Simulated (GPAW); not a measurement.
System: Ag (space group Fm-3m).

How it was computed, with GPAW 26.7.0: PAW DFT in plane waves, on a grid or in atomic orbitals, no spin polarisation; energies at scaled volumes of the given cell, shape and fractions fixed, counted from the fit's minimum, third-order Birch-Murnaghan fit. All runs: no spin polarisation.

- k mesh: 11×11×11
- occupations: Fermi–Dirac
- smearing width: 0.05 eV
- wave cutoff: 600 eV

Settings that differ: RPBE + D4: potentials GPAW-PAW-data-sets-(gpaw-data-1.2.1); TPSS: potentials GPAW-PAW-data-sets-(gpaw-data-1.2.1); PBEsol + D4: potentials PAW-data-sets-made-by gpaw-setup-for-the-functional; PBEsol: potentials PAW-data-sets-made-by gpaw-setup-for-the-functional.

Predict the energy against volume, with one curve for each functional. The cases: RPBE + D4; TPSS; PBEsol + D4; PBEsol.

The fitted equilibrium volumes, smallest first, are PBEsol + D4 16.207, PBEsol 16.615, RPBE + D4 16.863, TPSS 16.982 Å³/atom. The fitted bulk moduli, smallest first, are RPBE + D4 107.9, TPSS 109.1, PBEsol 119.3, PBEsol + D4 131.6 GPa.

RPBE + D4:
```tsv
volume (Å³/atom)	energy (meV/atom)
16.03	15.78
16.37	5.31
16.71	0.48
17.05	0.67
17.39	5.14
17.73	13.36
18.07	24.77
```

TPSS:
```tsv
volume (Å³/atom)	energy (meV/atom)
16.03	20.59
16.37	8.28
16.71	1.51
17.05	0.04
17.39	3.19
17.73	10.34
18.07	20.94
```

PBEsol + D4:
```tsv
volume (Å³/atom)	energy (meV/atom)
16.03	0.85
16.37	0.66
16.71	5.89
17.05	15.99
17.39	30.23
17.73	48.09
18.07	68.99
```

PBEsol:
```tsv
volume (Å³/atom)	energy (meV/atom)
16.03	8.43
16.37	1.46
16.71	0.17
17.05	3.95
17.39	12.13
17.73	24.09
18.07	39.30
```

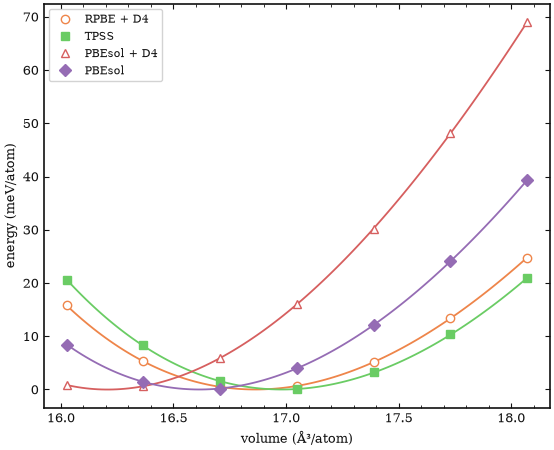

Note: the fit and the printed pressures don't fully agree, or the minimum lies near the end of the range (TPSS).
